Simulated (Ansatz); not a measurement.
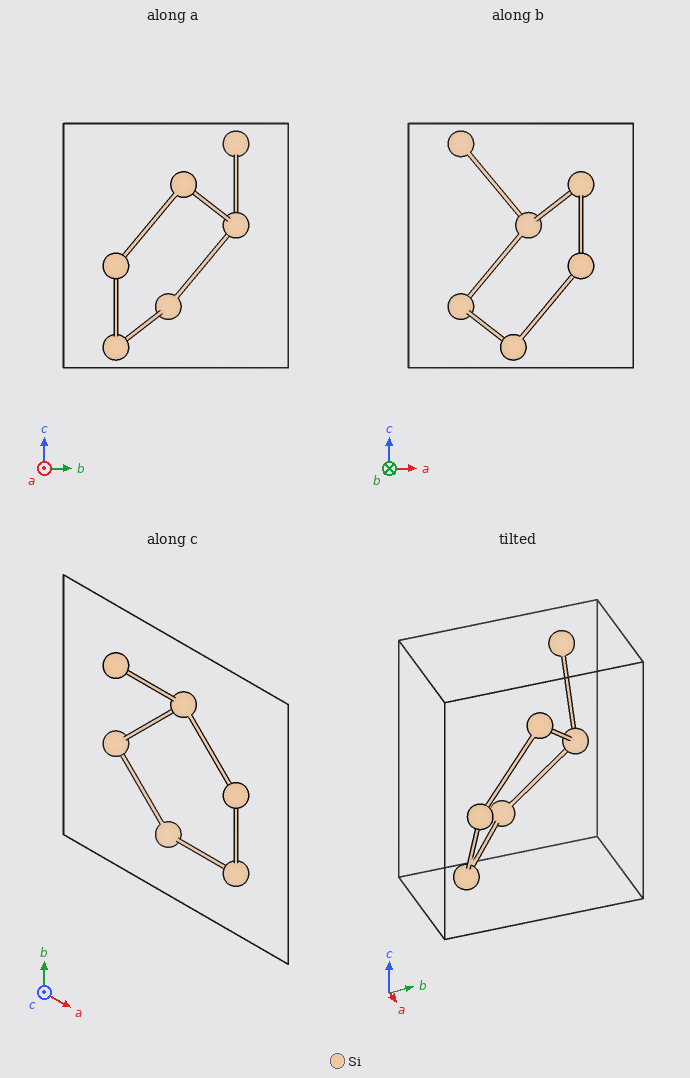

A ball-and-stick picture of a crystal structure, seen along the a axis, along the b axis, along the c axis and slightly off an axis. The outline marks the conventional unit cell.

Lattice parameters: a = 5.5229 Å, b = 5.5229 Å, c = 5.1909 Å, α = 90.000°, β = 90.000°, γ = 120.000°.

**Convert the drawing into a CIF in P1 with every atom of the cell, with free fractional coordinates to two decimals.**

```cif
data_structure
_symmetry_space_group_name_H-M 'P 1'
_symmetry_Int_Tables_number 1
_cell_length_a 5.5229
_cell_length_b 5.5229
_cell_length_c 5.1909
_cell_angle_alpha 90.000
_cell_angle_beta 90.000
_cell_angle_gamma 120.000
_cell_volume 137.12
loop_
_atom_site_label
_atom_site_type_symbol
_atom_site_fract_x
_atom_site_fract_y
_atom_site_fract_z
_atom_site_occupancy
Si1 Si 0.23 0.47 0.25 1
Si2 Si 0.53 0.77 0.5833 1
Si3 Si 0.23 0.77 0.9167 1
Si4 Si 0.77 0.53 0.75 1
Si5 Si 0.47 0.23 0.0833 1
Si6 Si 0.77 0.23 0.4167 1
```

The cell started as a structure type filled with this element by a generator (whether the element takes this form wasn't checked). It was relaxed at fixed volume with Ansatz, DFT PBE, scalar-relativistic, plane waves, PAW.
